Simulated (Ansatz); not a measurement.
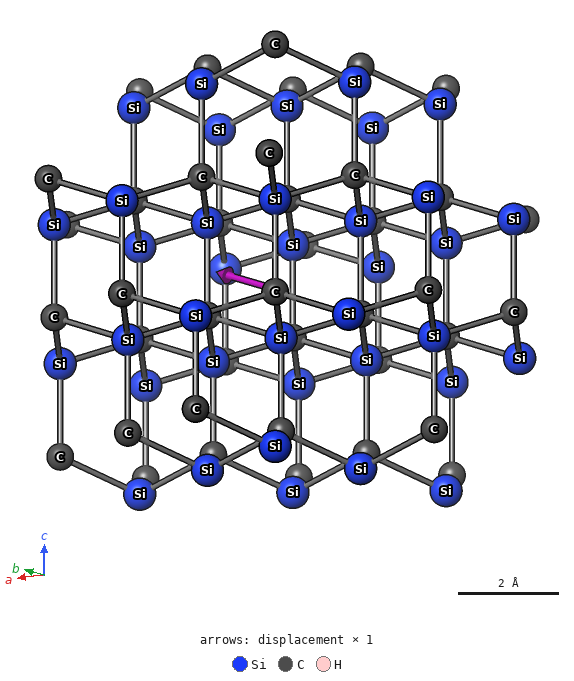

A relaxation of a defect cell of composition Si16HC16. The starting structure is drawn; purple arrows show the displacements, at their true length.

The picture is a ball-and-stick view of the atoms within 5.8 Å of the atom that moves most (axes of the conventional cell (2 times the calculation's cell) (origin shifted)), seen from a free direction. Lengths and directions refer to the drawn axes.

Case: H interstitial, charge +0, atoms relaxed at the host's cell.

Computed with Ansatz 0.2.0, DFT PBE, scalar-relativistic, plane waves, PAW. Set-up: plane-wave cutoff 420 eV; k-point mesh 2 × 2 × 2; occupations gaussian; smearing width 0.01 eV; collinear spin; atoms relaxed in a fixed cell; force threshold 0.025 eV/Å; at most 45 steps.

Question: Which element moves most?

Answer: Hydrogen: up to 1.60 Å, against 0.07 Å for carbon.

Question: Describe the change and its energy.

Answer: The largest move is that of the H atom, 1.60 Å along [3 0 1]. Largest moves by element: H 1.60 Å, C 0.07 Å, Si 0.05 Å. The cell stays as it was. Near-neighbour distances that change, for instance: H–Si 3.562 → 1.904 Å, H–Si 2.046 → 1.847 Å, C–Si 1.905 → 1.919 Å, C–Si 1.896 → 1.883 Å. Over 13 accepted moves (14 points after the start) the energy falls by 0.912 eV per cell of the calculation. Largest force component: 0.67 eV/Å at the start, 0.0035 eV/Å at the end. The line search rejected the trial step at point 13 of the run. The forces were under the threshold at step 12, but the run went on from there. The program noted that the starting moments weren't kept. The run took 120 s on 4 threads of Arm Neoverse V2 (shared host), peak memory 1.3 GiB.

Limits of the set-up: the k-point mesh is coarse for a cell with partly filled bands; the periodic images lie only 6.2 Å apart, so the values are limited by the cell's size.
